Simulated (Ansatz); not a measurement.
# Single-point calculation, with input and output: Ge₃Si

System: Ge₃Si (Cmmm, 4 atoms in the cell).
Method: DFT PBE, scalar-relativistic, plane waves, PAW, no spin polarisation (Ansatz 0.2.0).

The structure was made by a generator, so it may or may not be a known phase. Figures and captions count atoms from 1; the log counts them from 0 in places.

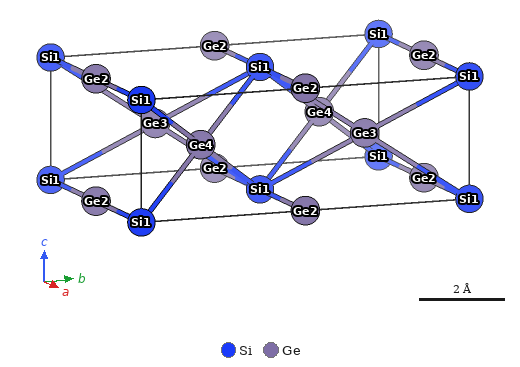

*The structure as given in the input (ball-and-stick view of the cell 2 times as large as that of the calculation, set on its symmetry axes, seen slightly off an axis; atoms are numbered from 1 in the order of the input).*

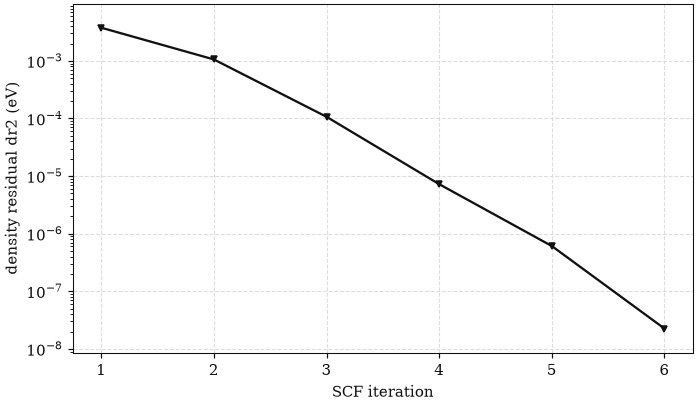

*Convergence of the self-consistent field: density residual dr2 against the SCF iteration.*

The residual falls at every step.

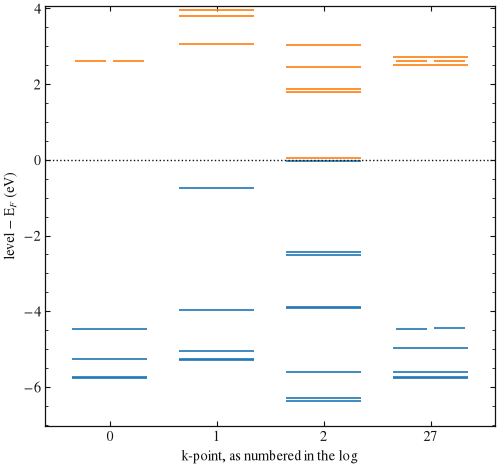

*Kohn–Sham levels near the Fermi level (dotted) at the few k-points that the log prints; levels within 0.02 eV of each other stand side by side.*

The system is metallic on the full mesh.

The input and output of the run follow.

### Input file
```yaml
crystal:
  lattice:
    - [2.95590219, -4.18027697, 0.0]
    - [2.95590219, 4.18027697, 0.0]
    - [0.0, 0.0, 2.95590219]
  atoms:
    - { symbol: Si, position: [0.0, 0.0, 0.0] }
    - { symbol: Ge, position: [0.5, 0.5, 0.0] }
    - { symbol: Ge, position: [0.0, 0.5, 0.5] }
    - { symbol: Ge, position: [0.5, 0.0, 0.5] }
basis:
  ecutwfc: 420
kpoints:
  mp_grid: { grid: [4, 4, 6] }
hamiltonian:
  xc: pbe
scf:
  occupations: { method: gaussian, width: 0.1 }
  lower_state_search: "off"
output:
  forces: true
  stress: true
  eigenvalues: true
```

Run as:
```bash
ansatz run input.yaml --threads 1 --pin off --max-ram 2560MiB --backend cpu --events-out ev --progress --plain --runs-dir out
```

### Log
```
Engine: ansatz 0.2.0, x86_64-unknown-linux-gnu
Pseudopotentials: kind: paw
Pseudopotential: Si, paw, valence charge 4, recommended cutoff 420 eV (normal), Si.paw.azcp
Pseudopotential: Ge, paw, valence charge 14, recommended cutoff 420 eV (normal), Ge.paw.azcp
Functional definition: PBE
  parameter kappa = 0.804
  parameter beta = 0.06672455060314922
  exchange = pbe_x(kappa = kappa, mu = beta*pi^2/3)
  correlation = pbe_c(beta = beta)
Crystal: 4 atoms, lattice volume = 73.049 Å³
Basis set: ecut = 420 eV, 1417 PW (Γ), exchange–correlation on 72×72×40 points (8 copies of the dense FFT grid, shifted against one another)
Bands: 28, of which v1, the nominal top of the filled ones, is band 23 counted from 1 (22 counted from 0)
Symmetry: 8 space group operations
Space group: Cmmm (ITA 65), of the structure as read, at distance tolerance 4.2e-5 Å
k-points: 28 of 96
Non-local potential: Si, projectors of the file, l = 0: 2, l = 1: 2, l = 2: 2
Non-local potential: Ge, projectors of the file, l = 0: 2, l = 1: 2, l = 2: 3, l = 3: 1
PAW form: soft (Blöchl's): semilocal exchange-correlation on the pseudo side does not see the compensation charge
PAW one-centre angular grid: Si, 110 points (default); XC on 64 Gauss nodes
PAW one-centre angular grid: Ge, 590 points (default); XC on 64 Gauss nodes
Initial density: superposition of atomic densities (neutral atoms: chi_scale 0, normalization atom), corrected by the library's trained network
Initial wavefunctions: pseudopotential atomic-orbital guess
Functional: x = pbe(κ = 0.804, μ = 0.2195149727645171), c = pbe(β = 0.06672455060314922)
SCF iter   1: F=—  HF=-13518.780276 eV  |F-HF|=—  |Δ(HF+E_count)|=         —  Δρ=1.59e-3  dr2=3.77e-3  ethr=1.77e-3  ⟨swp⟩=6.2  Hψ=7164  notcnv=0  defer=9
automatic band count: the SCF goes on with 33 bands, as 28 were too few: the levels above may hold too much charge
preconditioner: auto → Kerker (q_TF=auto, 2.526 Å⁻¹)  [metal: Δε(μ)=0.001 eV  Ē_g=22.807 eV  σ=0.100 eV  W_gap=0.00  n_scr=22 (ndim 8)  ℏωp=29.5 eV  f_vac=0.000  D(μ)=4.87/eV (n_scr^D=56)]
SCF iter   2: F=—  HF=-13518.779117 eV  |F-HF|=—  |Δ(HF+E_count)|=   1.16e-3  Δρ=9.19e-4  dr2=1.06e-3  ethr=8.19e-6  ⟨swp⟩=1.3  Hψ=1160  notcnv=0  defer=15
SCF iter   3: F=—  HF=-13518.779018 eV  |F-HF|=—  |Δ(HF+E_count)|=   9.97e-5  Δρ=3.28e-4  dr2=1.07e-4  ethr=2.31e-6  ⟨swp⟩=2.3  Hψ=1500  notcnv=0  defer=15
SCF iter   4: F=—  HF=-13518.778963 eV  |F-HF|=—  |Δ(HF+E_count)|=   5.50e-5  Δρ=9.60e-5  dr2=7.24e-6  ethr=2.32e-7  ⟨swp⟩=2.0  Hψ=1475  notcnv=0  defer=15
SCF iter   5: F=—  HF=-13518.778977 eV  |F-HF|=—  |Δ(HF+E_count)|=   1.48e-5  Δρ=2.62e-5  dr2=6.10e-7  ethr=1.57e-8  ⟨swp⟩=2.0  Hψ=1460  notcnv=0  defer=15
SCF iter   6: F=-13518.778977 eV  HF=-13518.778977 eV  |F-HF|=2.92e-9  |Δ(HF+E_count)|=   1.17e-7  Δρ=5.23e-6  dr2=2.25e-8  ethr=2.17e-10  ⟨swp⟩=7.7  Hψ=3839  notcnv=0
SCF 1 converged in 6 iterations: F = -13518.778977 eV  dr2 = 2.25e-8
  greatest PAW one-centre occupation: 0.998 electrons in one spin orbital (limit 2), on the Ge atom at site 2 (counted from 0), in its partial waves of l = 2
SCF converged after 6 iterations
Free energy (F): -13518.778977 eV
Harris-Foulkes:  -13518.778977 eV  (|F-HF|=2.92e-9)
Internal energy: -13518.754842 eV  (E = F + TS)
E sigma→0 (E₀):  -13518.766910 eV
Entropy (-TS):   -0.024135 eV (-6.034 meV/atom)
Fermi energy:    10.726187 eV
--- Per-component energies (eV) ---
  E_band       = -335.706152
  E_kinetic    = 369.206406
  E_local      = -6967.154067  (includes V_loc(G=0)·N_el)
  E_nonlocal   = 1270.577716
  E_hartree    = 3075.406710
  E_xc         = -282.101325
  E_vxc        = -240.348501  (∫ρ·V_xc dr)
  E_paw        = -6559.780983  (= ΣΔE_a)
  E_vpaw       = -918.805686  (= ΣTr[D̂ρ^β])
  E_aug_tail   = 0.000899  (compensation charges beyond the density's cutoff)
  E_ewald      = -4424.910198
  E_smearing   = -0.024135  (= −TS)
  E_closure    = -0.000000  (closes the sum)
  Σ components = -13518.778977   (vs F -13518.778977, Δ=0.00e0)
--- Forces (eV/Å), atoms counted from 1 ---
  atom   1  Si     0.00000000     0.00000000     0.00000000
  atom   2  Ge    -0.00000000     0.00000000     0.00000000
  atom   3  Ge    -0.00000000     0.00000000     0.00000000
  atom   4  Ge    -0.00000000     0.00000000     0.00000000
  max |Σ_I F_I| component: 2.52e-29 eV/Å
--- Stress (GPa, compression-positive) ---
       -3.353316       0.000000       0.000000
        0.000000       2.527845       0.000000
        0.000000       0.000000       4.302596
  P = ⅓ Tr σ = 1.1590 GPa (11.590 kbar)
--- Band table (eV; the first three rows and the last of 28) ---
  k-point 0: bands = ["-14.1301", "-14.0967", "-14.0871", "-14.0840", "-14.0793", "-14.0790", "-14.0548", "-14.0532", "-14.0292", "-14.0171", "-14.0087", "-14.0085", "-13.9756", "-13.9723", "-13.9650", "-2.5679", "2.6911", "3.1583", "4.9538", "4.9848", "5.4565", "6.2674", "13.3406", "13.3437", "16.7333", "16.9064", "17.5097", "17.5890", "17.7572", "17.8606", "19.8106", "19.8200", "19.8398"]
  k-point 1: bands = ["-14.1151", "-14.0829", "-14.0818", "-14.0780", "-14.0760", "-14.0569", "-14.0554", "-14.0392", "-14.0363", "-14.0164", "-14.0159", "-14.0117", "-13.9868", "-13.9825", "-13.9802", "-2.0974", "3.1333", "3.5865", "5.4308", "5.4574", "5.6825", "6.7561", "9.9742", "13.7930", "14.5295", "14.6738", "15.9483", "15.9596", "16.8939", "17.3781", "17.4700", "19.8469", "21.0745"]
  k-point 2: bands = ["-14.0983", "-14.0833", "-14.0732", "-14.0612", "-14.0581", "-14.0555", "-14.0323", "-14.0321", "-14.0218", "-14.0216", "-14.0188", "-14.0175", "-14.0113", "-13.9962", "-13.9823", "-0.6906", "4.3444", "4.4214", "5.1178", "6.8111", "6.8353", "8.2053", "8.2806", "10.7043", "10.7799", "12.5115", "12.5873", "13.1862", "13.7545", "15.1081", "18.5844", "19.1420", "22.1423"]
  k-point 27: bands = ["-14.1279", "-14.1174", "-14.1035", "-14.0909", "-14.0880", "-14.0700", "-14.0402", "-14.0238", "-14.0131", "-14.0126", "-13.9796", "-13.9712", "-13.9660", "-13.9660", "-13.9642", "2.6847", "3.0972", "4.9647", "4.9864", "5.1133", "5.7634", "6.2664", "6.2720", "13.2321", "13.3439", "13.3459", "13.4534", "16.6834", "16.7678", "16.7775", "17.1586", "17.5328", "17.6248"]
```

### Summary

- outcome: converged
- space group (tolerance 0.01 Å): Cmmm (65)
- electrons treated: 46
- free energy: −13518.7790 eV
- Fermi energy: 10.726 eV
- gap on the k-point mesh: none (metallic)
- pressure: 1.16 GPa
- largest force (length of the vector): under 0.001 eV/Å
- hardware: 1 thread of Intel Xeon @ 2.70GHz, 189 GiB of memory available, shared host
- wall time: 3.7 s
- peak memory: 0.38 GiB
